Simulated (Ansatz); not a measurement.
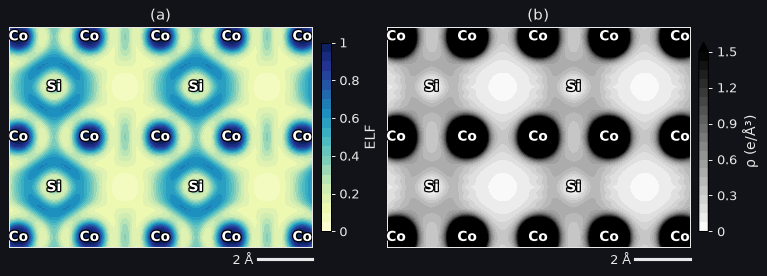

The picture shows: Co₂Si. (a) ELF; (b) valence charge density (pseudo) on the (011̄) plane of the conventional cell.

Space group Fm-3m; computed without spin polarisation.

Theory: DFT PBEsol, scalar-relativistic, plane waves, PAW (Ansatz 0.2.0).

Core electrons are frozen (PAW), and the valence fields are smoothed inside the atomic spheres.

```xyz
12
Lattice="5.2097 0.0000 0.0000 0.0000 3.6819 -3.6853 0.0000 3.6819 3.6853" Properties=species:S:1:pos:R:3 pbc="T T T"
Co    3.9059    1.8409    0.0000
Co    3.9059    5.5228    0.0000
Co    1.3011    3.6820   -1.8427
Co    1.3011    3.6820    1.8427
Co    1.3038    1.8410    0.0000
Co    1.3038    5.5230    0.0000
Co    3.9086    3.6819   -1.8427
Co    3.9086    3.6819    1.8427
Si    0.0000    0.0000    0.0000
Si    0.0000    3.6819    0.0000
Si    2.6049    1.8410   -1.8427
Si    2.6049    1.8410    1.8427
```

Q: Describe what can be read from this map.

A:
- Atoms in the plane: Co and Si.
- Co–Si (2.26 Å): ρ at the midpoint is about 0.53 e/Å³; the ELF peaks at about 0.65 in the valence shell of Si, 0.9 Å from its nucleus, and is about 0.45 at the midpoint.
- Between the atoms the lowest density in this plane is 0.05 e/Å³.
- The features right at Co lie inside the PAW spheres, where the map follows smoothed inner orbitals and isn't to be read closely.

Q: Metal or insulator at this level of theory?

A: It is metallic or semimetallic at this level of theory: no gap opens.
